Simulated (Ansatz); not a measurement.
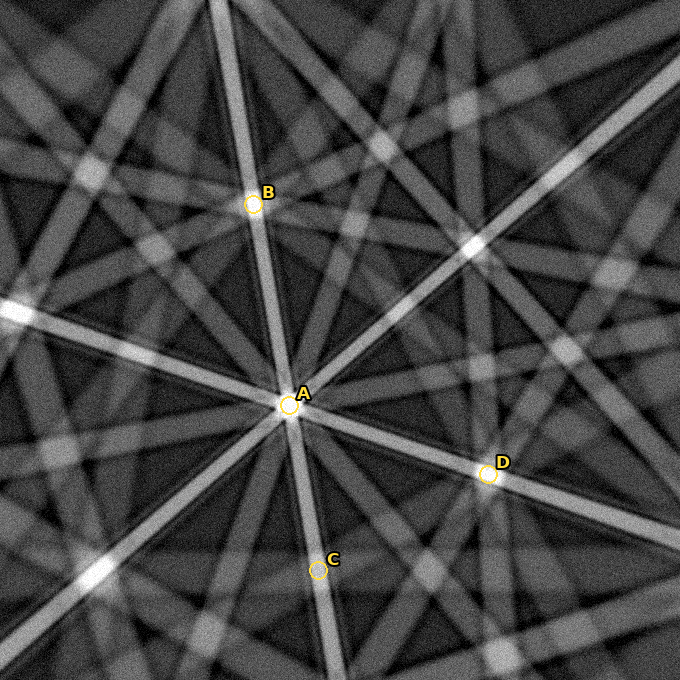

Simulated Kikuchi (electron backscatter) pattern at 30 kV: kinematic bands of width 2θ(Bragg) in gnomonic projection, seen from the camera side; the frame spans ±42° from its centre. Crystal: Rh, space group Im-3m (No. 229), a = 3.016 Å. Structure: the input geometry of an electronic-structure calculation (not necessarily at equilibrium); the starting structure was generated, so it need not be a known form of this composition.

Pole A is [111] and pole B is [131].

### Index the poles C and D.

C is [313], 22.0° from A and 51.5° from B. D is [311], 29.5° from A and 50.5° from B.

### Which band joins A and B, and how wide is it?

It comes from the planes common to both zones. The strongest order is 1 0 -1 with d = 2.133 Å, so the band is 2θ = 1.9° wide (λ = 0.0698 Å). Other orders of the same planes (2 0 -2) lie on the same centre line with other widths.
